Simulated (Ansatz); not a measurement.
**C: a changed input and its effect**

System: C (3 atoms in the cell).
Method of run A: DFT PBE, scalar-relativistic, plane waves, PAW, spin-polarised (Ansatz 0.2.0).

The structure was made by a generator, so it may or may not be a known phase. Text and figures count atoms from 1; the logs count them from 0 in places.

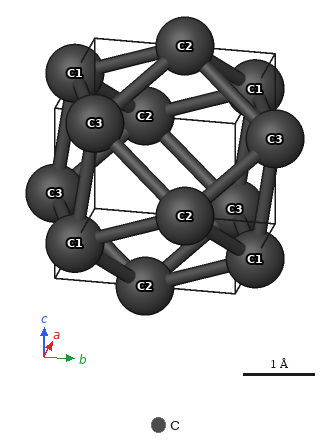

Fig. 1: The structure (ball-and-stick view of the cell of the calculation, seen at an oblique angle; atoms are numbered from 1 in the order of the input). An atom can appear more than once, as a periodic image.

Input file, run A:
```yaml
crystal:
  lattice:
    - [2.61035711, 0.0, 0.0]
    - [0.0, 2.61035711, 0.0]
    - [0.0, 0.0, 2.61035711]
  atoms:
    - { symbol: C, position: [0.5, 0.0, 0.0], spin: 1.0 }
    - { symbol: C, position: [0.0, 0.5, 0.0], spin: 1.0 }
    - { symbol: C, position: [0.0, 0.0, 0.5], spin: 1.0 }
basis:
  ecutwfc: 420
kpoints:
  mp_grid: { grid: [6, 6, 6] }
hamiltonian:
  xc: pbe
scf:
  occupations: { method: gaussian, width: 0.1 }
  lower_state_search: "off"
output:
  forces: true
  stress: true
  eigenvalues: true
  populations: true
magnetization:
  spin_polarized: true
```

Launched with:
```bash
ansatz run input.yaml --threads 1 --pin off --max-ram 2560MiB --backend cpu --events-out ev --progress --plain --runs-dir out
```

Hardware: 1 thread of Intel Xeon @ 2.50GHz (Skylake/Cascade Lake), 189 GiB of memory available, shared host.

Output, shortened to warnings, some set-up lines, iterations and results (run A):
```
WARN: the starting moments were not kept: the SCF closed with an absolute magnetisation of 2.1e-7 μB, where they sum to 3 μB in size (3 sites). That is at most 0.1 of that sum. Measured as dr2_m measures the in/out step, that magnetisation stands 1.1e-14 eV from none, at or under the dr2_threshold of 1.0e-7 eV: it is no larger than a step whose dr2_m would equal this threshold. The system may …
Basis set: ecut = 420 eV, 365 PW (Γ), exchange–correlation on 36×36×36 points (8 copies of the dense FFT grid, shifted against one another)
Symmetry: 48 space group operations
k-points: 20 of 216
Initial density: superposition of atomic densities (chi_scale 0.1, normalization cell)
[...]
SCF iter   1: F=—  HF=-740.937995 eV  |F-HF|=—  |Δ(HF+E_count)|=         —  Δρ=7.87e-2 (↑7.01e-2 ↓7.87e-2)  dr2=2.22e-1  dr2_m=8.33e-1  M=0.702 μB ∫|m|=0.702 μB  β_m=0.30  …
SCF iter   2: F=—  HF=-741.328485 eV  |F-HF|=—  |Δ(HF+E_count)|=   3.90e-1  Δρ=5.75e-2 (↑5.28e-2 ↓5.75e-2)  dr2=9.17e-2  dr2_m=4.62e-1  M=0.611 μB ∫|m|=0.611 μB  β_m=0.30  …
SCF iter   3: F=—  HF=-741.569166 eV  |F-HF|=—  |Δ(HF+E_count)|=   2.41e-1  Δρ=3.99e-2 (↑3.99e-2 ↓3.95e-2)  dr2=3.88e-3  dr2_m=2.54e-1  M=0.539 μB ∫|m|=0.539 μB  β_m=0.30  …
SCF iter   4: F=—  HF=-741.686648 eV  |F-HF|=—  |Δ(HF+E_count)|=   1.17e-1  Δρ=2.98e-2 (↑2.98e-2 ↓2.90e-2)  dr2=5.51e-4  dr2_m=1.41e-1  M=0.484 μB ∫|m|=0.484 μB  β_m=0.30  …
SCF iter   5: F=—  HF=-741.748475 eV  |F-HF|=—  |Δ(HF+E_count)|=   6.18e-2  Δρ=2.17e-2 (↑2.17e-2 ↓2.17e-2)  dr2=1.05e-5  dr2_m=7.68e-2  M=0.451 μB ∫|m|=0.451 μB  β_m=0.30  …
[... 7 lines ...]
SCF iter  13: F=-741.857163 eV  HF=-741.857163 eV  |F-HF|=2.03e-8  |Δ(HF+E_count)|=   3.65e-7  Δρ=1.23e-5 (↑1.21e-5 ↓1.23e-5)  dr2=2.30e-10  dr2_m=2.42e-8  M=0.001 μB …
SCF iter  14: F=-741.857163 eV  HF=-741.857163 eV  |F-HF|=8.78e-10  |Δ(HF+E_count)|=   4.95e-8  Δρ=2.67e-6 (↑2.67e-6 ↓2.38e-6)  dr2=6.24e-11  dr2_m=1.03e-9  M=0.000 μB …
SCF iter  15: F=-741.857163 eV  HF=-741.857163 eV  |F-HF|=2.57e-11  |Δ(HF+E_count)|=   2.20e-9  Δρ=4.53e-7 (↑4.53e-7 ↓4.09e-7)  dr2=9.98e-13  dr2_m=3.00e-11  M=0.000 μB …
SCF iter  16: F=-741.857163 eV  HF=-741.857163 eV  |F-HF|=2.27e-13  |Δ(HF+E_count)|=  7.14e-11  Δρ=6.88e-9 (↑6.10e-9 ↓6.88e-9)  dr2=6.73e-15  dr2_m=5.06e-15  M=0.000 μB …
SCF 1 converged in 16 iterations: F = -741.857163 eV  dr2 = 6.73e-15
SCF converged after 16 iterations
Magnetization: 0.0000 μB (6.0000 up, 6.0000 down)
Absolute magnetization: 0.0000 μB (∫|ρ↑−ρ↓|, with the PAW one-centre terms)
Spin contamination: 0.0000 ħ² per cell (⟨S²⟩ above its minimum at these occupations)
Per-site moments (μB) at R_I (Å): [(5.526732039076507e-8, 0.7613930006923013), (5.526732036708983e-8, 0.7613930006923013), (5.526732039178635e-8, 0.7613930006923013)]
Free energy (F): -741.857163 eV
Harris-Foulkes:  -741.857163 eV  (|F-HF|=2.27e-13)
Internal energy: -741.848592 eV  (E = F + TS)
E sigma→0 (E₀):  -741.852877 eV
Entropy (-TS):   -0.008571 eV (-2.857 meV/atom)
Fermi energy:    14.455178 eV
--- Per-component energies (eV) ---
  E_band       = 59.907733
  E_kinetic    = 258.661534
  E_local      = -142.132514  (includes V_loc(G=0)·N_el)
  E_nonlocal   = 81.172696
  E_hartree    = 27.748033
  E_xc         = -143.023254
  E_vxc        = -177.438118  (∫ρ·V_xc dr)
  E_paw        = -294.395553  (= ΣΔE_a)
  E_vpaw       = -15.851942  (= ΣTr[D̂ρ^β])
  E_aug_tail   = 0.000011  (compensation charges beyond the density's cutoff)
  E_ewald      = -529.879545
  E_smearing   = -0.008571  (= −TS)
  E_closure    = -0.000000  (closes the sum)
  Σ components = -741.857163   (vs F -741.857163, Δ=0.00e0)
--- Forces (eV/Å), atoms counted from 1 ---
  atom   1  C      0.00000000    -0.00000000    -0.00000000
  atom   2  C      0.00000000     0.00000000     0.00000000
  atom   3  C      0.00000000    -0.00000000     0.00000000
  max |Σ_I F_I| component: 4.14e-30 eV/Å
--- Stress (GPa, compression-positive) ---
        8.652743      -0.000000       0.000000
       -0.000000       8.652743      -0.000000
        0.000000      -0.000000       8.652743
  P = ⅓ Tr σ = 8.6527 GPa (86.527 kbar)
--- Löwdin populations: 3 sites ---
  site symbol       q [e]    m [muB]
     0      C      3.9760     0.0000
     1      C      3.9760     0.0000
     2      C      3.9760     0.0000
  spilling = 0.006007 (of n_electrons = 12.000000)
```

The input of run B differs as follows (lines with − go, lines with + come):
```diff
-    - { symbol: C, position: [0.5, 0.0, 0.0], spin: 1.0 }
-    - { symbol: C, position: [0.0, 0.5, 0.0], spin: 1.0 }
-    - { symbol: C, position: [0.0, 0.0, 0.5], spin: 1.0 }
+    - { symbol: C, position: [0.5, 0.0, 0.0] }
+    - { symbol: C, position: [0.0, 0.5, 0.0] }
+    - { symbol: C, position: [0.0, 0.0, 0.5] }
-  populations: true
-magnetization:
-  spin_polarized: true
```

What does this change do to the results?

The energy is the same within 0.01 meV per atom. The SCF takes 6 iterations against 16. The two runs start from different initial densities, which also moves the count.

Output, shortened to warnings, some set-up lines, iterations and results (run B):
```
Basis set: ecut = 420 eV, 365 PW (Γ), exchange–correlation on 36×36×36 points (8 copies of the dense FFT grid, shifted against one another)
Symmetry: 48 space group operations
k-points: 20 of 216
Initial density: superposition of atomic densities (neutral atoms: chi_scale 0, normalization atom), corrected by the library's trained network
[...]
SCF iter   1: F=—  HF=-741.884611 eV  |F-HF|=—  |Δ(HF+E_count)|=         —  Δρ=2.01e-2  dr2=7.33e-2  ethr=1.77e-3  ⟨swp⟩=5.3  Hψ=1186  notcnv=0
SCF iter   2: F=—  HF=-741.867233 eV  |F-HF|=—  |Δ(HF+E_count)|=   1.74e-2  Δρ=1.19e-2  dr2=2.97e-2  ethr=6.11e-4  ⟨swp⟩=1.2  Hψ=365  notcnv=0
SCF iter   3: F=—  HF=-741.856929 eV  |F-HF|=—  |Δ(HF+E_count)|=   1.03e-2  Δρ=1.76e-3  dr2=3.56e-4  ethr=2.47e-4  ⟨swp⟩=2.0  Hψ=370  notcnv=0
SCF iter   4: F=—  HF=-741.857086 eV  |F-HF|=—  |Δ(HF+E_count)|=   1.56e-4  Δρ=3.19e-4  dr2=1.60e-5  ethr=2.96e-6  ⟨swp⟩=2.2  Hψ=320  notcnv=0
SCF iter   5: F=—  HF=-741.857163 eV  |F-HF|=—  |Δ(HF+E_count)|=   7.74e-5  Δρ=3.40e-5  dr2=1.56e-7  ethr=1.33e-7  ⟨swp⟩=2.4  Hψ=311  notcnv=0
SCF iter   6: F=-741.857163 eV  HF=-741.857163 eV  |F-HF|=1.40e-10  |Δ(HF+E_count)|=   3.95e-8  Δρ=2.31e-6  dr2=5.05e-10  ethr=8.33e-10  ⟨swp⟩=5.6  Hψ=944  notcnv=0
SCF 1 converged in 6 iterations: F = -741.857163 eV  dr2 = 5.05e-10
SCF converged after 6 iterations
Free energy (F): -741.857163 eV
Harris-Foulkes:  -741.857163 eV  (|F-HF|=1.40e-10)
Internal energy: -741.848592 eV  (E = F + TS)
E sigma→0 (E₀):  -741.852877 eV
Entropy (-TS):   -0.008571 eV (-2.857 meV/atom)
Fermi energy:    14.455165 eV
--- Per-component energies (eV) ---
  E_band       = 59.907591
  E_kinetic    = 258.661604
  E_local      = -142.132667  (includes V_loc(G=0)·N_el)
  E_nonlocal   = 81.172755
  E_hartree    = 27.748080
  E_xc         = -143.023265
  E_vxc        = -177.438130  (∫ρ·V_xc dr)
  E_paw        = -294.395566  (= ΣΔE_a)
  E_vpaw       = -15.851964  (= ΣTr[D̂ρ^β])
  E_aug_tail   = 0.000011  (compensation charges beyond the density's cutoff)
  E_ewald      = -529.879545
  E_smearing   = -0.008571  (= −TS)
  E_closure    = 0.000000  (closes the sum)
  Σ components = -741.857163   (vs F -741.857163, Δ=0.00e0)
--- Forces (eV/Å), atoms counted from 1 ---
  atom   1  C     -0.00000000    -0.00000000     0.00000000
  atom   2  C      0.00000000     0.00000000    -0.00000000
  atom   3  C      0.00000000     0.00000000     0.00000000
  max |Σ_I F_I| component: 1.84e-30 eV/Å
--- Stress (GPa, compression-positive) ---
        8.652543       0.000000       0.000000
        0.000000       8.652543       0.000000
        0.000000      -0.000000       8.652543
  P = ⅓ Tr σ = 8.6525 GPa (86.525 kbar)
```

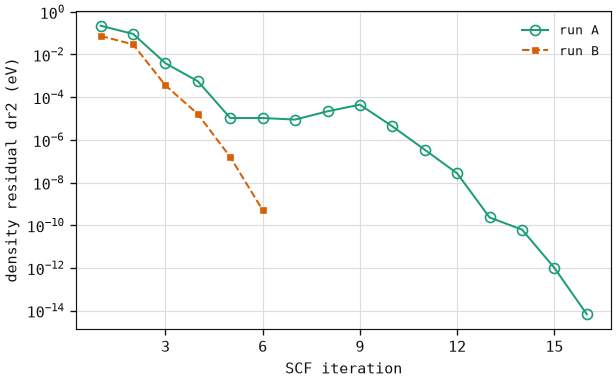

Fig. 2: Convergence of the two runs: density residual dr2 against the SCF iteration. Run A takes 16 iterations in all, and run B takes 6.

The two runs side by side:

| quantity | run A | run B |
| --- | --- | --- |
| outcome | converged | converged |
| free energy per atom (eV) | −247.2857 | −247.2857 |
| energy per atom, smearing taken to zero (eV) | −247.2843 | −247.2843 |
| gap on the mesh (eV) | 0.00 | 0.00 |
| net moment of the cell (μB) | 0.00 | – |
| absolute moment of the cell (μB) | 0.00 | – |
| pressure (GPa) | 8.65 | 8.65 |
| largest force (eV/Å) | 0.000 | 0.000 |
| SCF iterations | 16 | 6 |
| irreducible k-points | 20 | 20 |
| plane waves at Γ | 365 | 365 |
| wall time (shared host) | 2.8 s | 0.87 s |

For both runs: The cell is under a pressure of 8.7 GPa at this level, so it is not at its equilibrium volume. For run A: Warnings: some starting moments were not kept.
